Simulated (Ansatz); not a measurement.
Cell and atoms:

```yaml
crystal:
  lattice:
    - [3.14588, 0.00000, 0.00000]
    - [-1.57294, 2.72441, 0.00000]
    - [0.00000, 0.00000, 23.56746]
  atoms:
    - { symbol: W, position: [0.31480, 0.65740, 0.63273] }
    - { symbol: W, position: [0.66667, 0.33333, 0.36542] }
    - { symbol: S, position: [0.33333, 0.66667, 0.29895] }
    - { symbol: S, position: [0.66667, 0.33333, 0.56805] }
    - { symbol: S, position: [0.33333, 0.66667, 0.43195] }
    - { symbol: S, position: [0.66667, 0.33333, 0.70105] }
```

Characterise the structure given above.

Answer. Formula: WS2. The cell comprises 2 formula units: 2 W, 4 S. The polyhedra are WS6 trigonal prisms; they share edges. About every W there are six S in a trigonal prismatic arrangement at 2.33 to 2.45 Å. The S atoms are each bonded to three W in a trigonal pyramidal arrangement at 2.33 to 2.45 Å. Not all metal-metal contacts are counted. The bonds build WS2 layers parallel to (001).

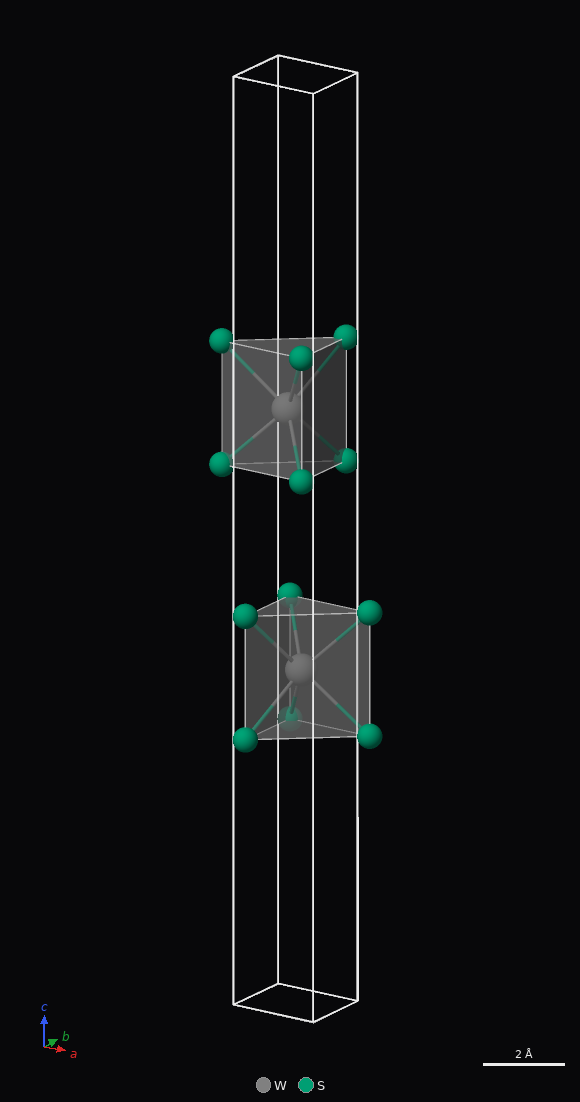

The structure above is drawn in polyhedral style and viewed slightly off an axis. The wireframe shows the simulation cell. Some atoms of the next cells are drawn as well. Colours: tungsten grey, sulfur teal.

The initial geometry was a structure listed in the Materials Project. The cell was then strained or its atoms displaced on purpose. A calculation with Ansatz used it as input.

At this level of theory the cell isn't at rest (forces up to 1.5 eV/Å), so its distances can differ from those at equilibrium, the more so the softer the solid.
